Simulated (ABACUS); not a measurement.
# Run report: Pd, band-structure run (part 2 of 2)

Pd (Fm-3m, 1 atom in the cell); Kohn-Sham DFT of a periodic cell, OLYP, PseudoDojo NC SR 0.5 PBE standard, no spin polarisation (ABACUS 3.10.1); cutoff 1115.67 eV, 10×10×10 k-mesh, fermi-dirac of 0.05 eV. The structure derives from an entry of the Crystallography Open Database.

Geometry of the input (Å; fractional positions):
```
0.0000  1.9465  1.9465
1.9465  0.0000  1.9465
1.9465  1.9465  0.0000
Pd 0.0000  0.0000  0.0000
```

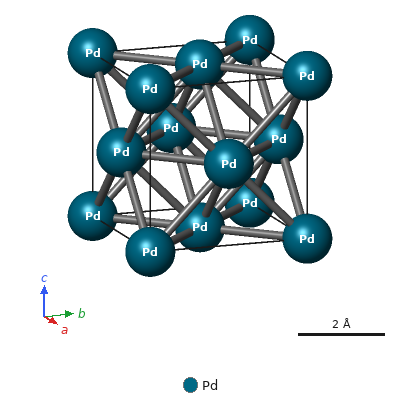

Fig. 1: The structure (ball-and-stick view of the cell 4 times as large as that of the calculation, set on its symmetry axes, seen slightly off an axis).

Log, continued:
```
 PW ALGORITHM --------------- ION=   1  ELEC=   3--------------------------------

 Density error is 0.00150280406168
                          Error Threshold = 0.000305138281277
----------------------------------------------------------
     Energy           Rydberg                 eV
----------------------------------------------------------
 E_KohnSham     -271.5931381669      -3695.2142167707
 E_Harris       -271.9909239298      -3700.6263697294
 E_Fermi        1.4613963251         19.8833170572
----------------------------------------------------------

 PW ALGORITHM --------------- ION=   1  ELEC=   4--------------------------------

 Density error is 1.67304323236e-05
                          Error Threshold = 8.34891145377e-06
----------------------------------------------------------
     Energy           Rydberg                 eV
----------------------------------------------------------
 E_KohnSham     -271.5934436317      -3695.2183728335
 E_Harris       -271.5710365855      -3694.9135093299
 E_Fermi        1.4495686724         19.7223935873
----------------------------------------------------------

 PW ALGORITHM --------------- ION=   1  ELEC=   5--------------------------------

 Density error is 1.36624076278e-05
                          Error Threshold = 9.2946846242e-08
----------------------------------------------------------
     Energy           Rydberg                 eV
----------------------------------------------------------
 E_KohnSham     -271.5934446066      -3695.2183860966
 E_Harris       -271.6239627506      -3695.6336067475
 E_Fermi        1.4512226438         19.7448970223
----------------------------------------------------------

 PW ALGORITHM --------------- ION=   1  ELEC=   6--------------------------------

 Density error is 3.97785953246e-08
                          Error Threshold = 7.59022645991e-08
----------------------------------------------------------
     Energy           Rydberg                 eV
----------------------------------------------------------
 E_KohnSham     -271.5934457520      -3695.2184016817
 E_Harris       -271.5941783034      -3695.2283685540
 E_Fermi        1.4503085452         19.7324600727
----------------------------------------------------------

 PW ALGORITHM --------------- ION=   1  ELEC=   7--------------------------------

 Density error is 2.7271660642e-09
                          Error Threshold = 2.20992196248e-10
----------------------------------------------------------
     Energy           Rydberg                 eV
----------------------------------------------------------
 E_KohnSham     -271.5934457576      -3695.2184017570
 E_KS(sigma->0) -271.5928817252      -3695.2107277026
 E_Harris       -271.5939892765      -3695.2257967113
 E_band         -10.1601413097       -138.2358142966
 E_one_elec     -78.8787987800       -1073.2011148033
 E_Hartree      52.2757555621        711.2481428997
 E_xc           -43.0652400461       -585.9326503652
 E_Ewald        -201.9240344288      -2747.3174313795
 E_entropy(-TS) -0.0011280648        -0.0153481087
 E_descf        0.0000000000         0.0000000000
 E_exx          0.0000000000         0.0000000000
 E_Fermi        1.4502913306         19.7322258560
----------------------------------------------------------

 charge density convergence is achieved
 final etot is -3695.2184018 eV
 EFERMI = 19.732225856 eV

 STATE ENERGY(eV) AND OCCUPATIONS    NSPIN == 1
 1/12 kpoint (Cartesian) = 0.0000 0.0000 0.0000 (1243 pws)
       1       -64.4943     0.00200000
       2       -29.9934     0.00200000
       3       -29.9934     0.00200000
       4       -29.9934     0.00200000
       5        12.7787     0.00200000
       6        16.9245     0.00200000
       7        16.9245     0.00200000
       8        16.9245     0.00200000
       9        18.5106     0.00200000
      10        18.5106     0.00200000
      11        37.3037        0.00000
      12        42.1035        0.00000
      13        42.1035        0.00000
      14        42.1035        0.00000
      15        47.0847        0.00000
      16        50.1488        0.00000
      17        50.1488        0.00000
      18        50.1488        0.00000
      19        55.7488        0.00000

 2/12 kpoint (Cartesian) = 0.025687 0.025687 0.025687 (1249 pws)
       1       -64.4892      0.0160000
       2       -30.0327      0.0160000
       3       -29.9989      0.0160000
       4       -29.9989      0.0160000
       5        13.1351      0.0160000
       6        16.8099      0.0160000
       7        17.0416      0.0160000
       8        17.0416      0.0160000
       9        18.4608      0.0160000
      10        18.4608      0.0160000
      11        37.6048        0.00000
      12        40.0492        0.00000
      13        42.4784        0.00000
      14        42.4784        0.00000
      15        47.5889        0.00000
      16        49.3917        0.00000
      17        49.3917        0.00000
      18        50.4499        0.00000
      19        54.9501        0.00000

 3/12 kpoint (Cartesian) = 0.051374 0.051374 0.051374 (1266 pws)
       1       -64.4757      0.0160000
       2       -30.1349      0.0160000
       3       -30.0136      0.0160000
       4       -30.0136      0.0160000
       5        14.0242      0.0160000
       6        16.7119      0.0160000
       7        17.2198      0.0160000
       8        17.2198      0.0160000
       9        18.4960      0.0160000
      10        18.4960      0.0160000
      11        36.2060        0.00000
      12        38.4872        0.00000
      13        43.3364        0.00000
      14        43.3364        0.00000
      15        45.9462        0.00000
      16        47.3759        0.00000
      17        47.3759        0.00000
      18        54.6412        0.00000
      19        54.6412        0.00000

 4/12 kpoint (Cartesian) = 0.077061 0.077061 0.077061 (1254 pws)
       1       -64.4591      0.0160000
       2       -30.2600      0.0160000
       3       -30.0315      0.0160000
       4       -30.0315      0.0160000
       5        14.6268      0.0160000
       6        17.1427      0.0160000
       7        17.1427      0.0160000
       8        17.5441      0.0160000
       9        18.9184      0.0160000
      10        18.9184      0.0160000
      11        32.5656        0.00000
      12        37.8698        0.00000
      13        43.2918        0.00000
      14        43.2918        0.00000
      15        46.1660        0.00000
      16        46.1660        0.00000
      17        46.6969        0.00000
      18        55.4039        0.00000
      19        55.4039        0.00000

 5/12 kpoint (Cartesian) = 0.10275 0.10275 0.10275 (1251 pws)
       1       -64.4456      0.0160000
       2       -30.3601      0.0160000
       3       -30.0461      0.0160000
       4       -30.0461      0.0160000
       5        14.5947      0.0160000
       6        16.9589      0.0160000
       7        16.9589      0.0160000
       8        19.4582      0.0159336
       9        19.4582      0.0159336
      10        19.5323      0.0157119
      11        29.0349    2.52611e-83
      12        36.9753        0.00000
      13        41.8698        0.00000
      14        41.8698        0.00000
      15        46.6985        0.00000
      16        46.6985        0.00000
      17        49.1501        0.00000
      18        56.8270        0.00000
      19        56.8270        0.00000

 6/12 kpoint (Cartesian) = 0.12844 0.12844 0.12844 (1224 pws)
       1       -64.4405     0.00800000
       2       -30.3981     0.00800000
       3       -30.0516     0.00800000
       4       -30.0516     0.00800000
       5        14.5256     0.00800000
       6        16.8784     0.00800000
       7        16.8784     0.00800000
       8        19.6959     0.00539315
       9        19.6959     0.00539315
      10        20.9110    4.61324e-13
      11        27.1602    2.42495e-67
      12        36.6189        0.00000
      13        41.2250        0.00000
      14        41.2250        0.00000
      15        47.0111        0.00000
      16        47.0111        0.00000
      17        50.6983        0.00000
      18        57.7573        0.00000
      19        57.7573        0.00000

[... levels at 6 further k points ...]

------------------------------------------------------------------------------------------
 TOTAL-FORCE (eV/Angstrom)
------------------------------------------------------------------------------------------
                       Pd1         0.0000000000         0.0000000000         0.0000000000
------------------------------------------------------------------------------------------

----------------------------------------------------------------
 TOTAL-STRESS (KBAR)
----------------------------------------------------------------
        58.6899110342         0.0000000000         0.0000000000
         0.0000000000        58.6899110342        -0.0000000000
         0.0000000000        -0.0000000000        58.6899110342
----------------------------------------------------------------
 TOTAL-PRESSURE: 58.689911 KBAR

 --------------------------------------------
 !FINAL_ETOT_IS -3695.2184017569570642 eV
 --------------------------------------------
```

Standard output:
```
ABACUS v3.10.1

               Atomic-orbital Based Ab-initio Computation at UStc

 dft_functional readin is: GGA_X_OPTX+GGA_C_LYP
 dft_functional in pseudopot file is: PBE
 Please make sure this is what you need

%%%%%%%%%%%%%%%%%%%%%%%%%%%%%%%%%%%%%%%%%%%%%%%%%%%%%%%%%%%%%%%%%%%%%%%%%%%%%%%%%%%%%%%%%%%%%%%%%%%%%%%%%
 Warning: the number of valence electrons in pseudopotential > 10 for Pd: [Kr] 4d10
 Pseudopotentials with additional electrons can yield (more) accurate outcomes, but may be less efficient.
 If you're confident that your chosen pseudopotential is appropriate, you can safely ignore this warning.
%%%%%%%%%%%%%%%%%%%%%%%%%%%%%%%%%%%%%%%%%%%%%%%%%%%%%%%%%%%%%%%%%%%%%%%%%%%%%%%%%%%%%%%%%%%%%%%%%%%%%%%%%

 UNIFORM GRID DIM        : 30 * 30 * 30
 UNIFORM GRID DIM(BIG)   : 30 * 30 * 30

 OPTX untested please test,func,idGGA_X_OPTX 110
func,idGGA_C_LYP 131

 OPTX untested please test,
 ---------------------------------------------------------
 Self-consistent calculations for electrons
 ---------------------------------------------------------
 SPIN    KPOINTS         PROCESSORS  THREADS
 1       47              4           4
 ---------------------------------------------------------
 Use plane wave basis
 ---------------------------------------------------------
 ELEMENT NATOM       XC
 Pd      1
 ---------------------------------------------------------
 Initial plane wave basis and FFT box
 ---------------------------------------------------------
 -------------------------------------------
 SELF-CONSISTENT :
 -------------------------------------------
 START CHARGE      : atomic
 ITER       ETOT/eV          EDIFF/eV         DRHO     TIME/s
 DA1     -3.69464706e+03   0.00000000e+00   1.3411e-01   1.86
 DA2     -3.69503927e+03  -3.92212793e-01   5.4925e-02   0.72
 DA3     -3.69521422e+03  -1.74943709e-01   1.5028e-03   0.66
 DA4     -3.69521837e+03  -4.15606278e-03   1.6730e-05   0.76
 DA5     -3.69521839e+03  -1.32631655e-05   1.3662e-05   0.96
 DA6     -3.69521840e+03  -1.55851089e-05   3.9779e-08   0.61
 DA7     -3.69521840e+03  -7.52234320e-08   2.7272e-09   1.01
----------------------------------------------------------------
 TOTAL-STRESS (KBAR)
----------------------------------------------------------------
        58.6899110342         0.0000000000         0.0000000000
         0.0000000000        58.6899110342        -0.0000000000
         0.0000000000        -0.0000000000        58.6899110342
----------------------------------------------------------------
 TOTAL-PRESSURE: 58.689911 KBAR
```

Summary:

```csv
quantity,value
outcome,converged
space group (tolerance 0.01 Å),Fm-3m (225)
electrons treated,18
free energy,−3695.2184 eV
Fermi energy of the self-consistent step,19.732 eV
gap on the k-point mesh,none (metallic)
pressure,5.87 GPa
largest force (length of the vector),under 0.001 eV/Å
wall time,7.2 s (CPU time 28 s)
peak memory,0.24 GiB
```

The cell is under a pressure of 5.9 GPa at this level, so it is not at its equilibrium volume.
